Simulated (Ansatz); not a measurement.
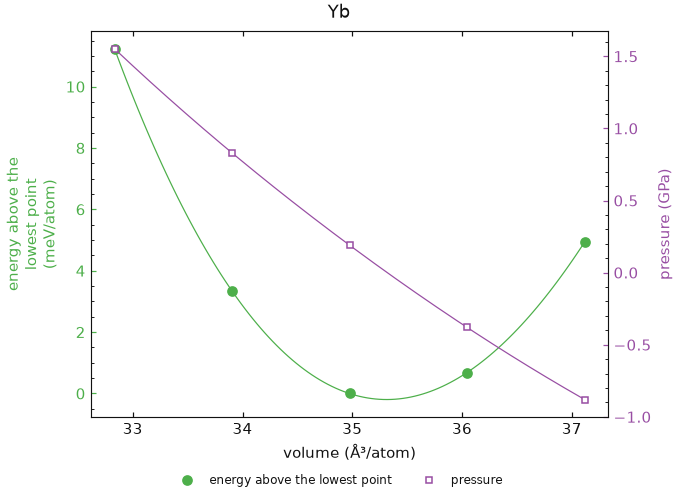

Plotted: energy above the lowest point and pressure against volume for Yb, space group Fm-3m (No. 225) (one of a set of cubic test structures, which need not be the stable phase).

Method: equation of state of a cubic crystal from periodic Kohn-Sham density functional theory without spin, third-order Birch-Murnaghan fit to the free energies; pressure corrected for the finite basis (Ansatz 0.2.0 development build). Level: r2SCAN.

```json
{"setting": "structure type", "value": "fcc"}
{"setting": "atoms in cell", "value": "1"}
{"setting": "space group number", "value": "225"}
{"setting": "lattice centring", "value": "face-centred primitive"}
{"setting": "k mesh", "value": "11×11×11"}
{"setting": "occupation method", "value": "Fermi–Dirac"}
{"setting": "occupation width", "value": "0.1 eV"}
{"setting": "wave cutoff", "value": "820 eV"}
{"setting": "datasets", "value": "hand-made PAW"}
{"setting": "density tolerance", "value": "1e-09 eV"}
{"setting": "bands", "value": "16"}
{"setting": "density cutoff ratio", "value": "8"}
{"setting": "search for lower states", "value": "default"}
{"setting": "xc grid level", "value": "2"}
```

> How stiff is the solid, and where is its volume at rest?

A third-order Birch–Murnaghan fit gives V0 = 35.31 Å³/atom, B0 = 19.1 GPa and B′ = 3.0.

> What does the pressure do across the range?

It falls from 1.552 GPa at volume 32.83 Å³/atom to −0.880 GPa at 37.12 Å³/atom, and changes sign near 35.3 Å³/atom.

Note: modest k-mesh, values are not fully converged in k; semilocal functionals place the filled 4f shell too high and overbind.
